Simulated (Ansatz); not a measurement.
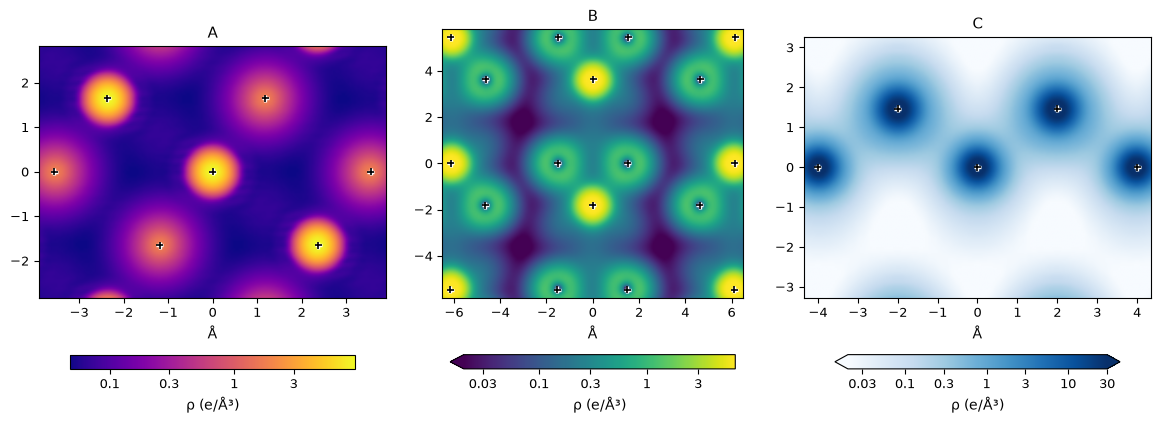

The valence charge density (pseudo) of 3 systems, each on a plane through atoms (crosses mark nuclei in the plane).

The calculation used DFT, LDA, PAW with Ansatz's default frozen-core files, scalar-relativistic in Ansatz.

System 1: ZnSe, the (100) plane of the conventional cell. Space group I-4m2; changed on purpose from its base cell (zz strain of +3 %, PAW files); computed pressure about −5 GPa in this cell.

System 2: LiH, the (110) plane of the conventional cell. Space group R-3m; changed on purpose from its base cell (equal xy, yz and zx shear strains of +1 %, PAW files); computed pressure about −4 GPa in this cell.

```yaml
crystal:
  lattice:
    - [2.02234, 0.00000, -2.02234]
    - [-2.02234, 2.02234, 0.00000]
    - [4.10565, 4.10565, 4.10565]
  atoms:
    - { symbol: Li, position: [0.00000, 0.00000, 0.00000] }
    - { symbol: Li, position: [0.66667, 0.33333, 0.33333] }
    - { symbol: Li, position: [0.33333, 0.66667, 0.66667] }
    - { symbol: H, position: [0.33333, 0.66667, 0.16667] }
    - { symbol: H, position: [0.00000, 0.00000, 0.50000] }
    - { symbol: H, position: [0.66667, 0.33333, 0.83333] }
```

System 3: MoS2, the (110) plane of the conventional cell. Space group P-1; changed on purpose from its base cell (equal xy, yz and zx shear strains of +1 %, PAW files); not relaxed (largest force 0.8 eV/Å); computed without spin polarisation.

```
Mo S
1.0
    -1.56681    2.72961    0.00579
     3.16100    0.01581    0.01581
    -0.06148   -0.06148  -12.29500
Mo S
2 4
Direct
  0.66667 0.33333 0.75000
  0.33333 0.66667 0.25000
  0.66667 0.33333 0.37250
  0.33333 0.66667 0.87250
  0.66667 0.33333 0.12750
  0.33333 0.66667 0.62750
```

> Match each panel to its system.

Panel A is system 2, LiH: the plane holds Li and H. Li–H (2.03 Å): the density is about 0.12 e/Å³ at the midpoint. Panel B is system 3, MoS2: the plane holds Mo and S. Mo–S (2.36 Å): ρ is about 0.66 e/Å³ halfway. Panel C is system 1, ZnSe: the plane holds Zn and Se. Zn–Se (2.48 Å): ρ is about 0.44 e/Å³ halfway.
